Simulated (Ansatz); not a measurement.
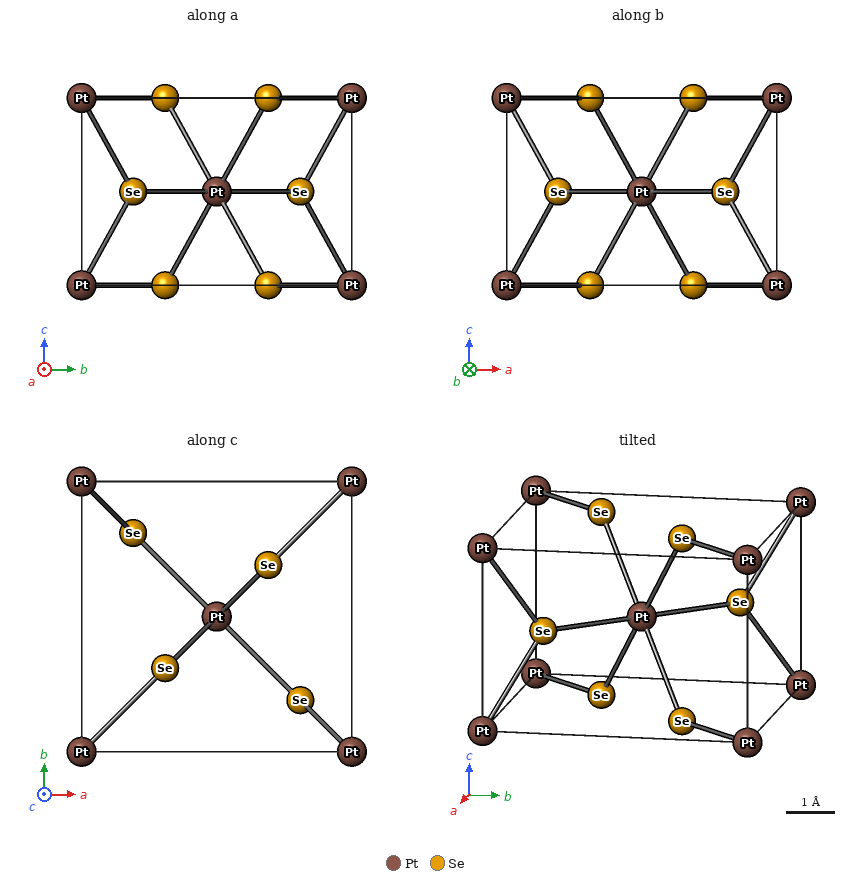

This ball-and-stick model is shown along the a axis, along the b axis, along the c axis and slightly off an axis. The conventional unit cell is outlined; an atom on or near a face, edge or corner is repeated at each equivalent position.

Lattice parameters: a = 5.747 Å, b = 5.747 Å, c = 3.981 Å, α = 90.00°, β = 90.00°, γ = 90.00°. Put a along x and b in the xy plane.

### Convert the drawing into a POSCAR file, with free fractional coordinates to two decimals.

```
Pt Se
1.0
     5.747    0.000    0.000
     0.000    5.747    0.000
     0.000    0.000    3.981
Pt Se
2 4
Direct
  0.00 0.00 0.00
  0.50 0.50 0.50
  0.31 0.31 0.00
  0.19 0.81 0.50
  0.81 0.19 0.50
  0.69 0.69 0.00
```

Source of the structure: a structure type filled with these elements by a generator (whether the compound takes this form wasn't checked). Earlier steps of the study may have refined or changed the cell and positions. An electronic-structure calculation with Ansatz was run on it.
